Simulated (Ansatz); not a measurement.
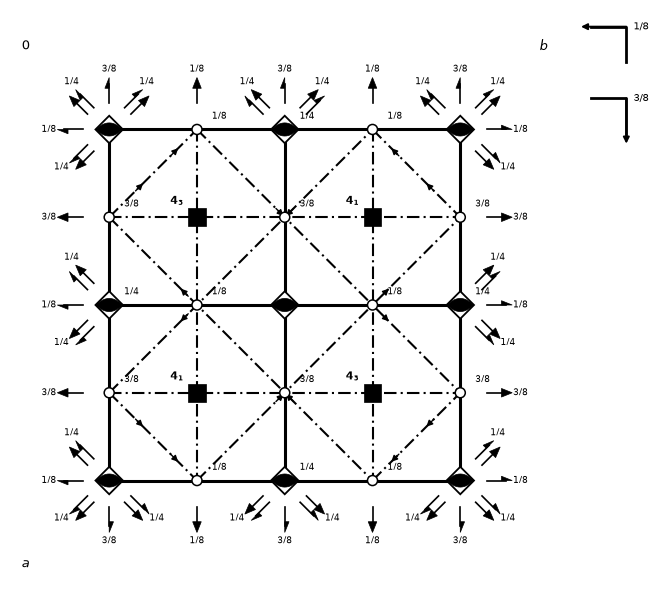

Symmetry elements of a space group, projected down c, computed from the operations of a computed or model structure of composition Zn.

Graphical symbols as in the International Tables (origin upper left, heights as fractions; handed screw axes are marked by their printed symbols).

### Identify the space group.

No. 141, I4₁/amd, origin choice 1; body-centred tetragonal, point group 4/mmm, 32 general positions a cell.

### List the elements shown.

−4 axes along c at (0, 0; inversion point at height 0), (0, 1/2; inversion point at height 1/4), (1/2, 0; inversion point at height 1/4), (1/2, 1/2; inversion point at height 0); 4₃ axes along c at (1/4, 1/4), (3/4, 3/4); 4₁ axes along c at (1/4, 3/4), (3/4, 1/4); inversion centres at (0, 1/4; c height 1/8), (0, 3/4; c height 1/8), (1/4, 0; c height 3/8), (1/4, 1/2; c height 3/8), (1/2, 1/4; c height 1/8), (1/2, 3/4; c height 1/8), (3/4, 0; c height 3/8), (3/4, 1/2; c height 3/8); d glide planes holding c and [1 1 0] or [−1 1 0]; mirror planes normal to a, at x = 0, 1/2; n glide planes normal to a, at x = 1/4, 3/4; mirror planes normal to b, at y = 0, 1/2; n glide planes normal to b, at y = 1/4, 3/4; a b glide plane normal to c at height 1/8; an a glide plane normal to c at height 3/8; 2 axes along [1 1 0] at heights 0, 1/4; 2 axes along [−1 1 0] at heights 0, 1/4; 2 axes along a at height 1/8; 2 axes along b at height 3/8; 2₁ axes along [1 1 0] at heights 0, 1/4; 2₁ axes along [−1 1 0] at heights 0, 1/4; 2₁ axes along a at height 3/8; 2₁ axes along b at height 1/8. Heights repeat every half period; positions are (a, b) fractions, modulo 1.

### Write the general positions (in any order).

For each centring vector (0, 0, 0), (1/2, 1/2, 1/2):
x, y, z
−y, x+1/2, z+1/4
−x+1/2, −y+1/2, z+1/2
y+1/2, −x, z+3/4
x, −y+1/2, −z+1/4
−y, −x, −z
−x+1/2, y, −z+3/4
y+1/2, x+1/2, −z+1/2
−x, −y+1/2, −z+1/4
y, −x, −z
x+1/2, y, −z+3/4
−y+1/2, x+1/2, −z+1/2
−x, y, z
y, x+1/2, z+1/4
x+1/2, −y+1/2, z+1/2
−y+1/2, −x, z+3/4
